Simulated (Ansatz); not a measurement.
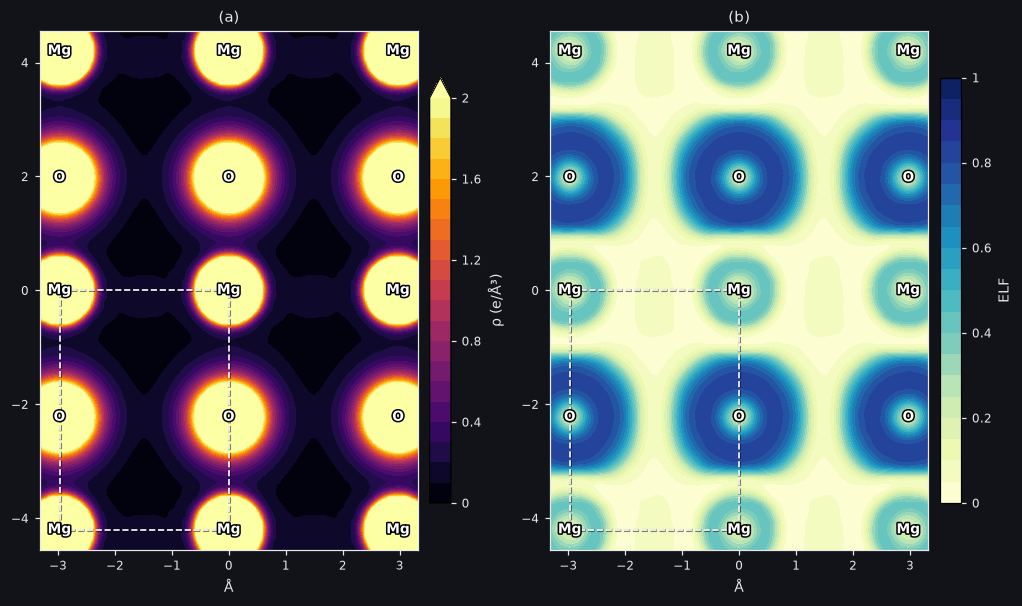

Figure. MgO. (a) valence pseudo-density; (b) electron localisation function on the (010) plane of the conventional cell.

Space group I4mm; changed on purpose from its base cell (all Mg atoms moved +0.125 Å, as atom 1 along Cartesian [0 1 0]); not relaxed (largest force 0.8 eV/Å).

Theory: DFT r2SCAN, scalar-relativistic, plane waves, PAW (Ansatz).

The density is the valence pseudo-density of a PAW calculation; it isn't the true density close to the nuclei.

What do the fields say about this system?

The plane passes through Mg and O nuclei. Mg–O (1.98 Å): ρ is about 0.44 e/Å³ halfway; the ELF peaks at about 0.85 in the valence shell of O, 0.6 Å from its nucleus, and is about 0.35 at the midpoint; an ionic contact with no shared pair. Mg–O (2.23 Å): ρ is about 0.26 e/Å³ halfway; the ELF peaks at about 0.85 in the valence shell of O, 0.6 Å from its nucleus, and is about 0.35 at the midpoint: a closed-shell, largely ionic contact. Between the atoms the lowest density in this plane is 0.06 e/Å³.
